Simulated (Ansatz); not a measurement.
## La2O3: field-gradient calculation

The run: field-gradient calculation of La2O3 (P321, 5 atoms in the cell). Method and program: DFT, PBEsol, PAW with Ansatz's default frozen-core files, scalar-relativistic, no spin polarisation (Ansatz 0.2.0).

The structure derives from an entry of the Crystallography Open Database. It belongs to a series of runs on one base structure; here: zz strain of -2 %, PAW files. Figures and captions count atoms from 1; the log counts them from 0 in places.

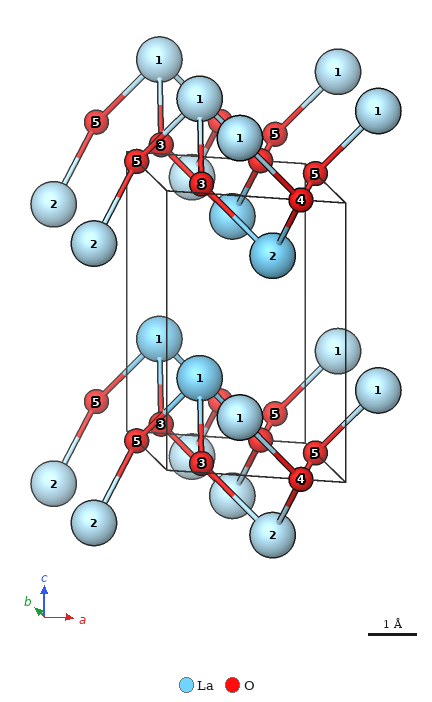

**Figure 1.** The input geometry (ball-and-stick view of the cell of the calculation, repeated 1 × 2 × 1, seen slightly off an axis; neighbours outside the cell are drawn fainter; atoms are numbered from 1 in the order of the input). An atom can appear more than once, as a periodic image.

## Input file
```yaml
crystal:
  lattice:
    - [3.9300000706, 0.0, 0.0]
    - [-1.9650000353, 3.403479898, 0.0]
    - [0.0, 0.0, 5.9976]
  atoms:
    - { symbol: La, position: [0.3333333333, 0.6666666667, 0.25] }
    - { symbol: La, position: [0.6666666667, 0.3333333333, 0.75] }
    - { symbol: O, position: [0.25, 0.25, 0.0] }
    - { symbol: O, position: [0.75, 0.0, 0.0] }
    - { symbol: O, position: [0.0, 0.75, 0.0] }
kpoints:
  mp_grid: { grid: [6, 6, 4] }
scf:
  occupations: { method: fermi_dirac, width: 0.02 }
hamiltonian:
  xc: pbesol
  pseudopotentials: { kind: paw }
output:
  forces: true
  stress: true
  eigenvalues: true
  efg: { contact_densities: true }
```

Run on 2 threads of Arm Neoverse V2, 24 GiB of memory available, shared host.

Launch command:
```bash
ansatz run input.yaml --threads 2 --pin off --max-ram 8192MiB --backend cpu --events-out ev --progress --plain --runs-dir out
```

## Log
```
La: output.efg is read without spin–orbit coupling, which moves field gradients at and beside such atoms by some per cent and up to a factor of two; PAW files take it under magnetization.noncollinear and magnetization.spin_orbit
Engine: ansatz 0.2.0, aarch64-unknown-linux-gnu
Pseudopotentials: kind: paw
Pseudopotential: La, paw, valence charge 11, recommended cutoff 420 eV (normal), La.paw.azcp
Pseudopotential: O, paw, valence charge 6, recommended cutoff 420 eV (normal), O.paw.azcp
Functional definition: PBEsol
  exchange = pbesol_x
  correlation = pbesol_c
Crystal: 5 atoms, lattice volume = 80.222 Å³
Basis set: ecut = 420 eV, 1569 PW (Γ), exchange–correlation on 54×54×90 points (8 copies of the dense FFT grid, shifted against one another)
Bands: 25, of which v1, the nominal top of the filled ones, is band 20 counted from 1 (19 counted from 0)
Symmetry: 6 space group operations
Space group: P321 (ITA 150), of the structure as read, at distance tolerance 4.3e-5 Å
k-points: 24 of 144 (time reversal used)
Non-local potential: La, projectors of the file, l = 0: 3, l = 1: 2, l = 2: 2, l = 3: 3
Non-local potential: O, projectors of the file, l = 0: 2, l = 1: 2, l = 2: 1
PAW form: soft (Blöchl's): semilocal exchange-correlation on the pseudo side does not see the compensation charge
PAW frozen core: La, regenerated for the run's functional, and the local potential with it (the file was generated under x = pbe(κ = 0.804, μ = 0.2195149727645171), c = pbe(β = 0.06672455060314922))
PAW frozen core: O, regenerated for the run's functional, and the local potential with it (the file was generated under x = pbe(κ = 0.804, μ = 0.2195149727645171), c = pbe(β = 0.06672455060314922))
PAW one-centre angular grid: La, 590 points (default); XC on 64 Gauss nodes
PAW one-centre angular grid: O, 110 points (default); XC on 64 Gauss nodes
Initial density: superposition of atomic densities (neutral atoms: chi_scale 0, normalization atom), corrected by the library's trained network
Initial wavefunctions: pseudopotential atomic-orbital guess
Functional: x = pbesol(κ = 0.804, μ = 0.12345679012345678), c = pbesol(β = 0.046)
SCF iter   1: F=—  HF=-14000.290898 eV  |F-HF|=—  |Δ(HF+E_count)|=         —  Δρ=1.21e-2  dr2=3.59e-1  ethr=1.77e-3  ⟨swp⟩=7.4  Hψ=3155  notcnv=0
preconditioner: auto → Kerker (q_TF=auto, 2.430 Å⁻¹)  [metal: Δε(μ)=0.043 eV  Ē_g=12.211 eV  σ=0.020 eV  W_gap=0.42  n_scr=22 (ndim 8)  ℏωp=24.9 eV  f_vac=0.000  D(μ)=4.30/eV (n_scr^D=34)]
SCF iter   2: F=—  HF=-14000.268531 eV  |F-HF|=—  |Δ(HF+E_count)|=   2.24e-2  Δρ=5.38e-3  dr2=5.27e-2  ethr=8.99e-4  ⟨swp⟩=1.2  Hψ=801  notcnv=0
preconditioner: auto → Resta (q_TF=auto, 2.430 Å⁻¹)  ε∞=5.2  [insulator: Δε(μ)=0.051 eV  Ē_g=12.163 eV  σ=0.020 eV  W_gap=0.55  n_scr=22 (ndim 8)  ℏωp=24.9 eV  f_vac=0.000  D(μ)=3.63/eV (n_scr^D=34)  ε∞_Penn≈5.2]
SCF iter   3: F=—  HF=-14000.259767 eV  |F-HF|=—  |Δ(HF+E_count)|=   8.76e-3  Δρ=1.72e-3  dr2=6.92e-3  ethr=1.32e-4  ⟨swp⟩=3.8  Hψ=1223  notcnv=0  defer=3
SCF iter   4: F=—  HF=-14000.259136 eV  |F-HF|=—  |Δ(HF+E_count)|=   6.31e-4  Δρ=5.23e-4  dr2=2.20e-4  ethr=1.73e-5  ⟨swp⟩=2.2  Hψ=716  notcnv=0  defer=3
SCF iter   5: F=—  HF=-14000.259131 eV  |F-HF|=—  |Δ(HF+E_count)|=   5.03e-6  Δρ=1.03e-4  dr2=5.96e-6  ethr=5.51e-7  ⟨swp⟩=2.0  Hψ=1033  notcnv=0  defer=3
SCF iter   6: F=—  HF=-14000.258973 eV  |F-HF|=—  |Δ(HF+E_count)|=   1.58e-4  Δρ=2.13e-5  dr2=3.86e-7  ethr=1.49e-8  ⟨swp⟩=2.3  Hψ=1120  notcnv=0  defer=3
SCF iter   7: F=-14000.258973 eV  HF=-14000.258973 eV  |F-HF|=2.67e-9  |Δ(HF+E_count)|=   7.04e-8  Δρ=3.71e-6  dr2=1.62e-8  ethr=2.50e-10  ⟨swp⟩=7.1  Hψ=2781  notcnv=0
SCF 1 converged in 7 iterations: F = -14000.258973 eV  dr2 = 1.62e-8
  greatest PAW one-centre occupation: 0.973 electrons in one spin orbital (limit 2), on the La atom at site 0 (counted from 0), in its partial waves of l = 0
SCF converged after 7 iterations
Free energy (F): -14000.258973 eV
Harris-Foulkes:  -14000.258973 eV  (|F-HF|=2.67e-9)
Internal energy: -14000.253058 eV  (E = F + TS)
E sigma→0 (E₀):  -14000.256016 eV
Entropy (-TS):   -0.005915 eV (-1.183 meV/atom)
Fermi energy:    12.899821 eV
--- Per-component energies (eV) ---
  E_band       = 1.833165
  E_kinetic    = 937.661664
  E_local      = -2501.760738  (includes V_loc(G=0)·N_el)
  E_nonlocal   = 346.766271
  E_hartree    = 1021.945380
  E_xc         = -502.861898
  E_vxc        = -585.171547  (∫ρ·V_xc dr)
  E_paw        = -11117.376057  (= ΣΔE_a)
  E_vpaw       = -239.565081  (= ΣTr[D̂ρ^β])
  E_aug_tail   = 0.007213  (compensation charges beyond the density's cutoff)
  E_ewald      = -2185.079776
  E_core_change = 0.444883  (= ΣΔE_core)
  E_smearing   = -0.005915  (= −TS)
  E_closure    = 0.000000  (closes the sum)
  Σ components = -14000.258973   (vs F -14000.258973, Δ=0.00e0)
--- Forces (eV/Å), atoms counted from 1 ---
  atom   1  La     0.00000000     0.00000000     1.34324175
  atom   2  La    -0.00000000    -0.00000000    -1.34324175
  atom   3  O      3.84975080     6.66796399     0.00000000
  atom   4  O     -7.69950160     0.00000000    -0.00000000
  atom   5  O      3.84975080    -6.66796399     0.00000000
  max |Σ_I F_I| component: 2.04e-16 eV/Å
--- Stress (GPa, compression-positive) ---
       51.807507       0.000000       0.000000
        0.000000      51.807507      -0.000000
        0.000000      -0.000000      17.402981
  P = ⅓ Tr σ = 40.3393 GPa (403.393 kbar)
--- PAW observables at the nuclei: V_zz in 10²¹ V/m², potentials from the cell's mean, atoms counted from 1 ---
  atom   1  La V_zz =   -17.332615   η = 0.0000   by run symmetry: allowed
            electrostatic potential = -9879.684188 V   contact ρ = 2244056.517770 e/Å³
  atom   2  La V_zz =   -17.332615   η = 0.0000   by run symmetry: allowed
            electrostatic potential = -9879.684188 V   contact ρ = 2244056.517770 e/Å³
  atom   3  O  V_zz =    -7.154481   η = 0.9547   by run symmetry: allowed
            electrostatic potential = -628.651128 V   contact ρ = 2150.504605 e/Å³
  atom   4  O  V_zz =    -7.154481   η = 0.9547   by run symmetry: allowed
            electrostatic potential = -628.651128 V   contact ρ = 2150.504605 e/Å³
  atom   5  O  V_zz =    -7.154481   η = 0.9547   by run symmetry: allowed
            electrostatic potential = -628.651128 V   contact ρ = 2150.504605 e/Å³
--- Band table (eV; the first three rows and the last of 24) ---
  k-point 0: bands = ["-19.5089", "-19.0490", "-10.6131", "-6.1481", "-6.1481", "-3.1784", "-3.1784", "-3.0242", "-2.7588", "-1.3397", "-1.3397", "5.4261", "5.8341", "5.8341", "5.8654", "8.5268", "8.5268", "10.7697", "11.6536", "13.7480", "13.7480", "13.7801", "14.6422", "14.6422", "15.3253"]
  k-point 1: bands = ["-19.4694", "-19.0956", "-10.5748", "-6.1524", "-6.1406", "-3.4570", "-3.2164", "-3.1264", "-2.3731", "-1.4171", "-1.3024", "5.5668", "5.8283", "5.8710", "5.8965", "8.4997", "8.6288", "10.4183", "12.1434", "13.0010", "13.7601", "13.7653", "14.6448", "14.9022", "15.1323"]
  k-point 2: bands = ["-19.4166", "-19.1553", "-10.5360", "-6.1448", "-6.1448", "-3.6942", "-3.1666", "-3.1666", "-2.1839", "-1.3776", "-1.3776", "5.7392", "5.8651", "5.8651", "5.9016", "8.6022", "8.6022", "10.2580", "12.1277", "12.7522", "13.7805", "13.7805", "14.9335", "14.9335", "15.0892"]
  k-point 23: bands = ["-19.1276", "-19.1276", "-10.4969", "-7.3257", "-7.3257", "-3.7474", "-3.2067", "-3.2067", "-2.3253", "-0.8217", "-0.8217", "5.1108", "6.4643", "6.4925", "6.4925", "9.5405", "9.5405", "11.2585", "11.9850", "11.9850", "13.0471", "14.1132", "14.1132", "15.4397", "15.4397"]
```

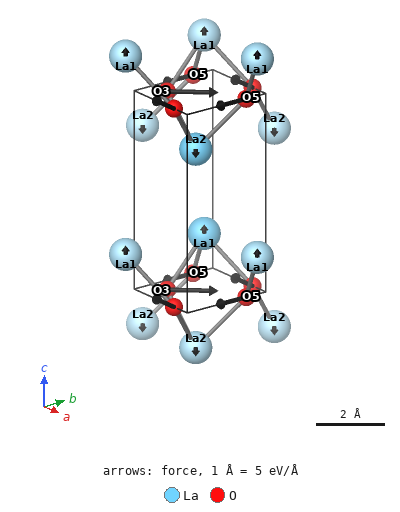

**Figure 2.** Forces on the atoms as black arrows (ball-and-stick view of the cell of the calculation, seen slightly off an axis; neighbours outside the cell are drawn fainter; atoms are numbered from 1 in the order of the input). The largest act on all 3 O atoms (7.70 eV/Å). The geometry is not a stationary point of this energy.

## Summary

```tsv
quantity	value
outcome	converged
space group (tolerance 0.01 Å)	P321 (150)
electrons treated	40
free energy	−14000.2590 eV
Fermi energy	12.900 eV
pressure	40.34 GPa
field gradient V_zz (10²¹ V/m²)	La −17.33, La −17.33, O −7.15, O −7.15, O −7.15
largest force (length of the vector)	7.700 eV/Å
wall time	3.6 s (CPU time 6.2 s)
peak memory	0.38 GiB
```

## Remarks

Warnings of the run: the field gradients leave out spin–orbit coupling.
